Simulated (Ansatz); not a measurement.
Read the following structure.

```
Si Ni
1.0
     5.02129    0.00000    0.00000
     0.00000    3.73067    0.00000
     0.00000    0.00000    7.07589
Si Ni
4 8
Direct
  0.78699 0.75000 0.11463
  0.21301 0.25000 0.88537
  0.28699 0.75000 0.38537
  0.71301 0.25000 0.61463
  0.95942 0.75000 0.79612
  0.04058 0.25000 0.20388
  0.45942 0.75000 0.70388
  0.54058 0.25000 0.29612
  0.83064 0.75000 0.43965
  0.16936 0.25000 0.56035
  0.33064 0.75000 0.06035
  0.66936 0.25000 0.93965
```

Question: Say what kind of structure these coordinates give.

Answer: The material is SiNi2. The lattice is primitive orthorhombic and the space group Pnma (No. 62). One cell contains 4 Si, 8 Ni, 12 atoms in all. Each Si has ten Ni at 2.31 to 2.76 Å. Not all metal-metal contacts are counted. The bonds build a three-dimensional framework.

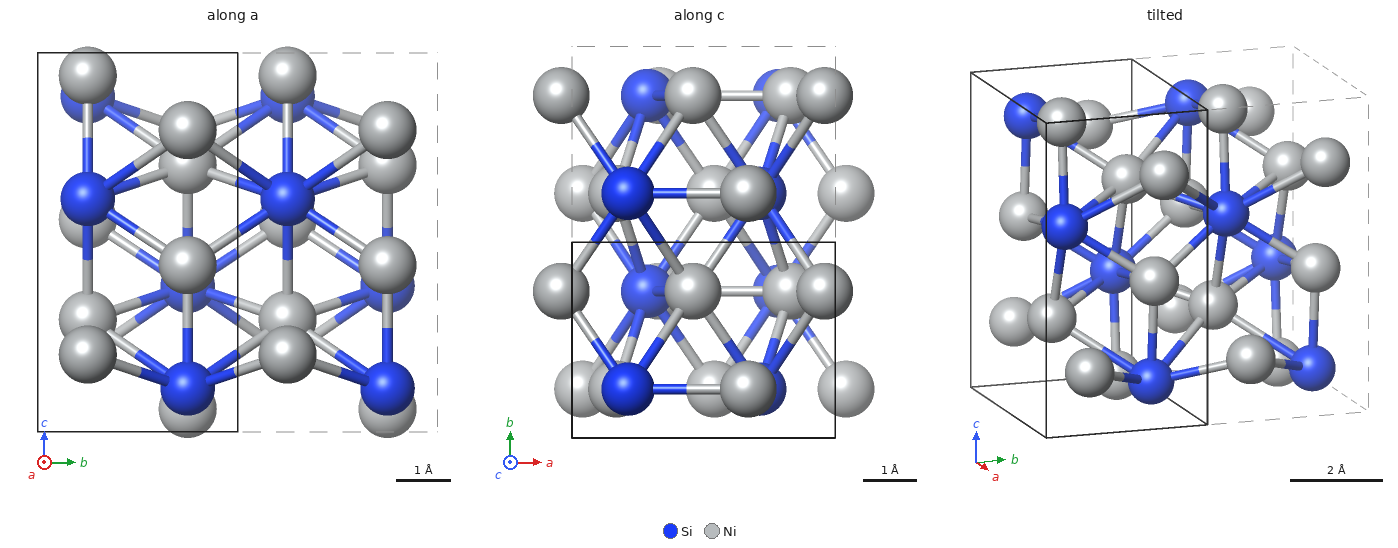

Ball-and-stick drawing of the structure, looking along the a axis, along the c axis and slightly off an axis. A block of 1×2×1 cells is shown, with one conventional unit cell in solid outline.

The structure comes from a structure listed in the Materials Project. Earlier steps of the study may have refined or changed the cell and positions. It was run through Ansatz as a DFT input.
